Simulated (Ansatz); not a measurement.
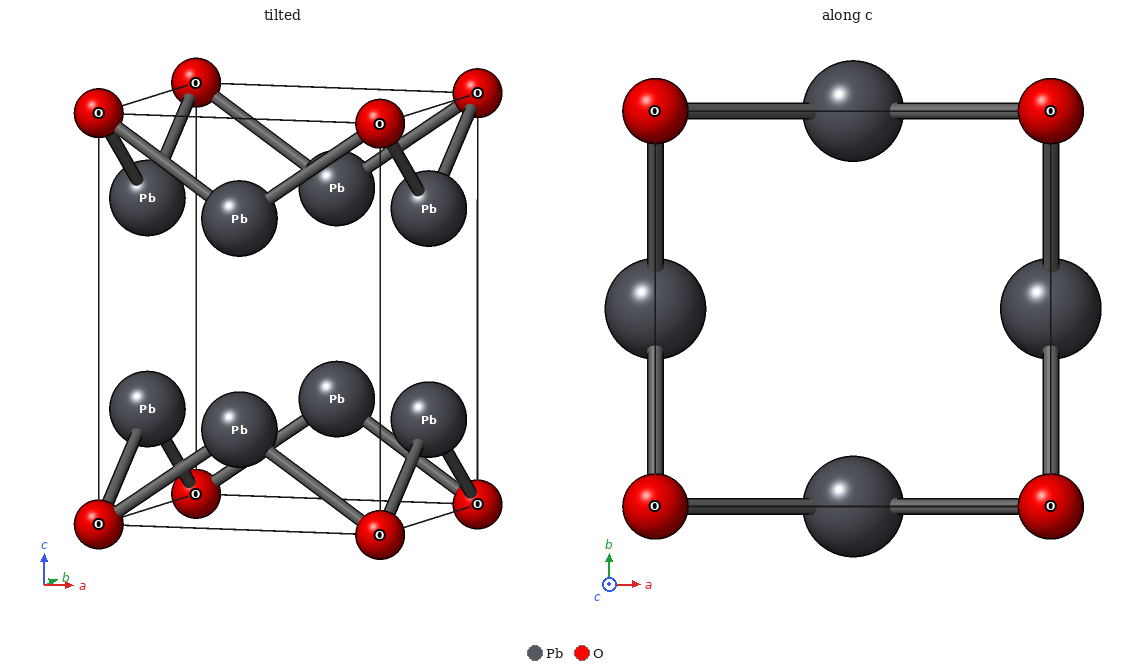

Crystal structure, ball-and-stick style, seen slightly off an axis and along the c axis. The conventional unit cell is drawn as a box. Cell: a = 4.66 Å, b = 4.66 Å, c = 6.47 Å, α = 90.00°, β = 90.00°, γ = 90.00°.

Starting structure: a structure type filled with these elements by a generator (whether the compound takes this form wasn't checked). Earlier steps of the study may have refined or changed the cell and positions. It was run through Ansatz as a DFT input.

Question: State composition, symmetry and coordination.

Answer: The stoichiometry is Pb4O. The structure has P4/mmm (No. 123) symmetry and a primitive tetragonal lattice. Cell content 4 Pb, 1 O; Z = 1. The coordination shell of Pb holds two O in a bent arrangement at about 2.8 Å. O bonds to eight Pb in a cubic arrangement at about 2.8 Å. Not all metal-metal contacts are counted. The bonds build Pb4O layers parallel to (001).

Method used: Ansatz, DFT PBE, scalar-relativistic, plane waves, PAW. It ran with a cutoff energy of 420 eV, an 8×8×6 grid in reciprocal space, Gaussian smearing of 0.1 eV, no spin polarisation.

Question: Is the electronic structure metallic or gapped?

Answer: A metal: bands cross the Fermi level.

Question: Give the Bader charge of each element.

Answer: Pb +0.27 e; O -1.07 e.

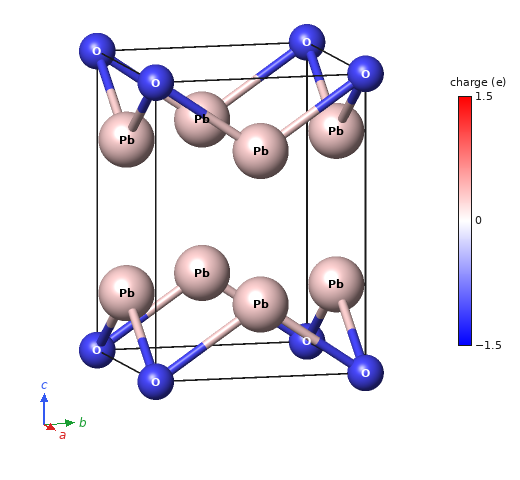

The atoms coloured by those charges. The run's cell of 5 atoms is drawn.

Question: Is this the optimised geometry for these settings?

Answer: Yes. All forces vanish to within 0.01 eV/Å. The pressure is 0.0 GPa, close to zero.
